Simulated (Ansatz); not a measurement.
## What a change does: single-point calculation on Pt

System: Pt (2 atoms in the cell).
Method of run 1: DFT r2SCAN, scalar-relativistic, plane waves, PAW, no spin polarisation (Ansatz 0.2.0).

The structure derives from a Materials Project entry. Text and figures count atoms from 1; the logs count them from 0 in places.

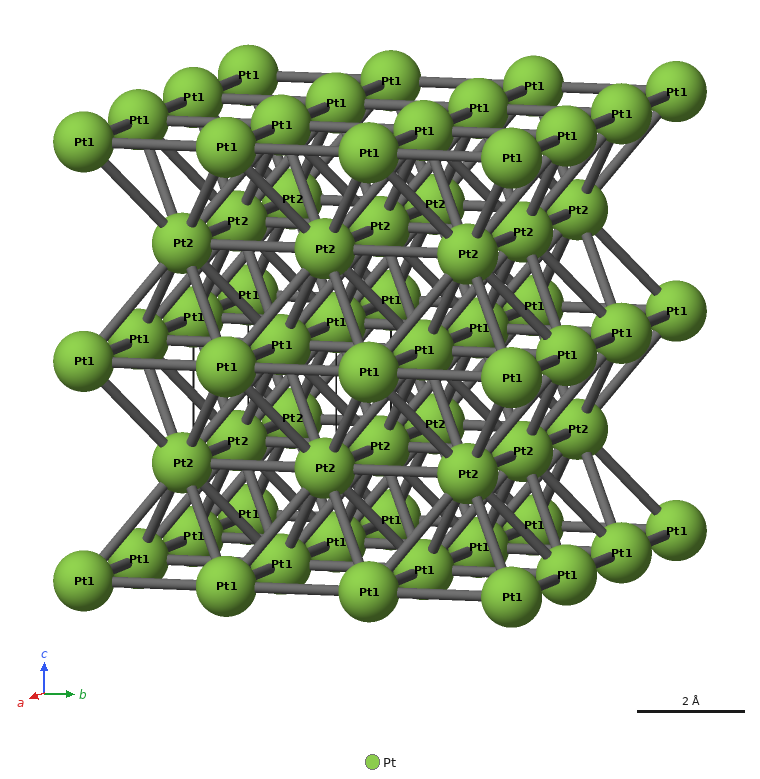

**Figure 1.** The structure (ball-and-stick view of the reduced cell, repeated 3 × 3 × 2, seen slightly off an axis; atoms are numbered from 1 in the order of the input).

Input, run 1:
```yaml
crystal:
  lattice:
    - [4.177229524, 0.0, -0.0012359772]
    - [0.0, 4.1772297069, 0.0]
    - [-2.089158226, 0.0, 1.7873956847]
  atoms:
    - { symbol: Pt, position: [0.0, 0.0, 0.0] }
    - { symbol: Pt, position: [0.5, 0.5, 0.0] }
basis:
  ecutwfc: 500
kpoints:
  mp_grid: { grid: [8, 8, 19] }
hamiltonian:
  xc: r2scan
scf:
  occupations: { method: gaussian, width: 0.1 }
output:
  forces: true
  stress: true
  eigenvalues: true
```

Command:
```bash
ansatz run input.yaml --threads 8 --pin off --max-ram 20480MiB --backend cpu --events-out ev --progress --plain --runs-dir out
```

Hardware: 8 threads of Intel Xeon @ 2.70GHz, 189 GiB of memory available, shared host.

Output, shortened to warnings, some set-up lines, iterations and results (run 1):
```
Basis set: ecut = 500 eV, 779 PW (Γ), exchange–correlation on 128×128×96 points (64 copies of the dense FFT grid, shifted against one another)
Symmetry: 8 space group operations
k-points: 385 of 1216
Initial density: superposition of atomic densities (neutral atoms: chi_scale 0, normalization atom), corrected by the library's trained network
[...]
SCF iter   1: F=—  HF=-25073.496501 eV  |F-HF|=—  |Δ(HF+E_count)|=         —  Δρ=1.51e-2  dr2=5.59e-2  dr2_τ=2.77e-2  ethr=1.77e-3  ⟨swp⟩=5.1  Hψ=34519  notcnv=0
SCF iter   2: F=—  HF=-25073.504502 eV  |F-HF|=—  |Δ(HF+E_count)|=   8.00e-3  Δρ=7.13e-3  dr2=1.03e-2  dr2_τ=1.55e-3  ethr=1.55e-4  ⟨swp⟩=2.2  Hψ=15438  notcnv=0  defer=2
SCF iter   3: F=—  HF=-25073.505153 eV  |F-HF|=—  |Δ(HF+E_count)|=   6.50e-4  Δρ=1.88e-3  dr2=6.38e-4  dr2_τ=3.17e-5  ethr=2.87e-5  ⟨swp⟩=2.0  Hψ=11735  notcnv=0  defer=2
SCF iter   4: F=—  HF=-25073.505459 eV  |F-HF|=—  |Δ(HF+E_count)|=   3.06e-4  Δρ=3.99e-4  dr2=2.84e-5  dr2_τ=3.01e-6  ethr=1.77e-6  ⟨swp⟩=2.0  Hψ=12124  notcnv=0  defer=2
SCF iter   5: F=—  HF=-25073.505498 eV  |F-HF|=—  |Δ(HF+E_count)|=   3.91e-5  Δρ=1.22e-4  dr2=4.29e-6  dr2_τ=2.47e-7  ethr=7.88e-8  ⟨swp⟩=2.6  Hψ=15959  notcnv=0  defer=2
SCF iter   6: F=—  HF=-25073.505502 eV  |F-HF|=—  |Δ(HF+E_count)|=   4.04e-6  Δρ=2.85e-5  dr2=2.12e-7  dr2_τ=4.72e-8  ethr=1.19e-8  ⟨swp⟩=2.0  Hψ=12331  notcnv=0  defer=2
SCF iter   7: F=-25073.505502 eV  HF=-25073.505502 eV  |F-HF|=6.28e-9  |Δ(HF+E_count)|=   8.99e-8  Δρ=1.03e-5  dr2=2.89e-8  dr2_τ=8.05e-10  ethr=2.78e-10  ⟨swp⟩=4.8  Hψ=30948 …
SCF 1 converged in 7 iterations: F = -25073.505502 eV  dr2 = 2.89e-8
SCF converged after 7 iterations
Free energy (F): -25073.505502 eV
Harris-Foulkes:  -25073.505502 eV  (|F-HF|=6.28e-9)
Internal energy: -25073.493683 eV  (E = F + TS)
E sigma→0 (E₀):  -25073.499592 eV
Entropy (-TS):   -0.011819 eV (-5.910 meV/atom)
Fermi energy:    22.010257 eV
--- Per-component energies (eV) ---
  E_band       = -323.851378
  E_kinetic    = 1275.199292
  E_local      = -3021.746371  (includes V_loc(G=0)·N_el)
  E_nonlocal   = 404.412379
  E_hartree    = 1122.613792
  E_xc         = -499.927834
  E_vxc        = -674.545900  (∫ρ·V_xc dr)
  E_paw        = -18959.869655  (= ΣΔE_a)
  E_vpaw       = -595.489168  (= ΣTr[D̂ρ^β])
  E_aug_tail   = 0.000327  (compensation charges beyond the density's cutoff)
  E_vtau       = 43.082108  (kinetic-family band-sum trace: ∫τ·v_τ [+ j·A + Jᵃ·Aᵃ] dr)
  E_ewald      = -5393.712624
  E_core_change = -0.462989  (= ΣΔE_core)
  E_smearing   = -0.011819  (= −TS)
  E_closure    = -0.000000  (closes the sum)
  Σ components = -25073.505502   (vs F -25073.505502, Δ=0.00e0)
--- Forces (eV/Å), atoms counted from 1 ---
  atom   1  Pt     0.00000000    -0.00000000    -0.00000000
  atom   2  Pt     0.00000000    -0.00000000    -0.00000000
  max |Σ_I F_I| component: 1.30e-28 eV/Å
--- Stress (GPa, compression-positive) ---
       -5.148173      -0.000000      -0.004331
       -0.000000      -4.995951      -0.000000
       -0.004331      -0.000000      -0.056659
  P = ⅓ Tr σ = -3.4003 GPa (-34.003 kbar)
```

For run 2 the input was changed thus:
```diff
-  mp_grid: { grid: [8, 8, 19] }
+  mp_grid: { grid: [6, 6, 15] }
```

Predict how the results change.

The free energy of run 2 is 3.7 meV per atom higher, which measures how much it depends on this numerical setting. The number of SCF iterations is the same. The irreducible k-points go from 385 to 184. On the same kind of shared host run 2 took about 0.64 times as long.

Output, shortened to warnings, some set-up lines, iterations and results (run 2):
```
Basis set: ecut = 500 eV, 779 PW (Γ), exchange–correlation on 128×128×96 points (64 copies of the dense FFT grid, shifted against one another)
Symmetry: 8 space group operations
k-points: 184 of 540
Initial density: superposition of atomic densities (neutral atoms: chi_scale 0, normalization atom), corrected by the library's trained network
[...]
SCF iter   1: F=—  HF=-25073.487894 eV  |F-HF|=—  |Δ(HF+E_count)|=         —  Δρ=1.48e-2  dr2=5.34e-2  dr2_τ=2.77e-2  ethr=1.77e-3  ⟨swp⟩=5.1  Hψ=16375  notcnv=0
SCF iter   2: F=—  HF=-25073.496887 eV  |F-HF|=—  |Δ(HF+E_count)|=   8.99e-3  Δρ=7.05e-3  dr2=9.52e-3  dr2_τ=1.51e-3  ethr=1.48e-4  ⟨swp⟩=2.2  Hψ=7419  notcnv=0  defer=1
SCF iter   3: F=—  HF=-25073.497678 eV  |F-HF|=—  |Δ(HF+E_count)|=   7.91e-4  Δρ=1.90e-3  dr2=6.17e-4  dr2_τ=3.17e-5  ethr=2.64e-5  ⟨swp⟩=2.0  Hψ=5570  notcnv=0  defer=1
SCF iter   4: F=—  HF=-25073.497976 eV  |F-HF|=—  |Δ(HF+E_count)|=   2.98e-4  Δρ=3.88e-4  dr2=2.67e-5  dr2_τ=3.05e-6  ethr=1.71e-6  ⟨swp⟩=2.0  Hψ=5817  notcnv=0  defer=1
SCF iter   5: F=—  HF=-25073.498015 eV  |F-HF|=—  |Δ(HF+E_count)|=   3.89e-5  Δρ=1.21e-4  dr2=4.29e-6  dr2_τ=2.43e-7  ethr=7.42e-8  ⟨swp⟩=2.6  Hψ=7505  notcnv=0  defer=1
SCF iter   6: F=—  HF=-25073.498019 eV  |F-HF|=—  |Δ(HF+E_count)|=   3.95e-6  Δρ=2.92e-5  dr2=2.13e-7  dr2_τ=4.96e-8  ethr=1.19e-8  ⟨swp⟩=2.0  Hψ=5931  notcnv=0  defer=1
SCF iter   7: F=-25073.498019 eV  HF=-25073.498019 eV  |F-HF|=6.36e-9  |Δ(HF+E_count)|=   7.77e-8  Δρ=9.69e-6  dr2=2.58e-8  dr2_τ=6.65e-10  ethr=2.78e-10  ⟨swp⟩=4.7  Hψ=14697 …
SCF 1 converged in 7 iterations: F = -25073.498019 eV  dr2 = 2.58e-8
SCF converged after 7 iterations
Free energy (F): -25073.498019 eV
Harris-Foulkes:  -25073.498019 eV  (|F-HF|=6.36e-9)
Internal energy: -25073.485067 eV  (E = F + TS)
E sigma→0 (E₀):  -25073.491543 eV
Entropy (-TS):   -0.012952 eV (-6.476 meV/atom)
Fermi energy:    22.051808 eV
--- Per-component energies (eV) ---
  E_band       = -324.089814
  E_kinetic    = 1275.093982
  E_local      = -3021.349810  (includes V_loc(G=0)·N_el)
  E_nonlocal   = 404.345458
  E_hartree    = 1122.357624
  E_xc         = -499.921536
  E_vxc        = -674.538642  (∫ρ·V_xc dr)
  E_paw        = -18959.835498  (= ΣΔE_a)
  E_vpaw       = -595.445995  (= ΣTr[D̂ρ^β])
  E_aug_tail   = 0.000327  (compensation charges beyond the density's cutoff)
  E_vtau       = 43.081862  (kinetic-family band-sum trace: ∫τ·v_τ [+ j·A + Jᵃ·Aᵃ] dr)
  E_ewald      = -5393.712624
  E_core_change = -0.462989  (= ΣΔE_core)
  E_smearing   = -0.012952  (= −TS)
  E_closure    = -0.000000  (closes the sum)
  Σ components = -25073.498019   (vs F -25073.498019, Δ=0.00e0)
--- Forces (eV/Å), atoms counted from 1 ---
  atom   1  Pt     0.00000000    -0.00000000     0.00000000
  atom   2  Pt     0.00000000    -0.00000000     0.00000000
  max |Σ_I F_I| component: 6.55e-29 eV/Å
--- Stress (GPa, compression-positive) ---
       -5.207977      -0.000000       0.277545
       -0.000000      -5.280720      -0.000000
        0.277546      -0.000000       0.131428
  P = ⅓ Tr σ = -3.4524 GPa (-34.524 kbar)
```

The two runs side by side:

```tsv
quantity	run 1	run 2
outcome	converged	converged
free energy per atom (eV)	−12536.7528	−12536.7490
energy per atom, smearing taken to zero (eV)	−12536.7498	−12536.7458
gap on the mesh (eV)	0.00	0.00
pressure (GPa)	−3.40	−3.45
largest force (eV/Å)	0.000	0.000
SCF iterations	7	7
irreducible k-points	385	184
plane waves at Γ	779	779
wall time (shared host)	5.1 s	3.3 s
```

For both runs: Spin–orbit coupling is left out, which matters for Pt. For run 2: These settings are looser than, or depart from, a standard set-up, so the numbers are not reference values for this system.
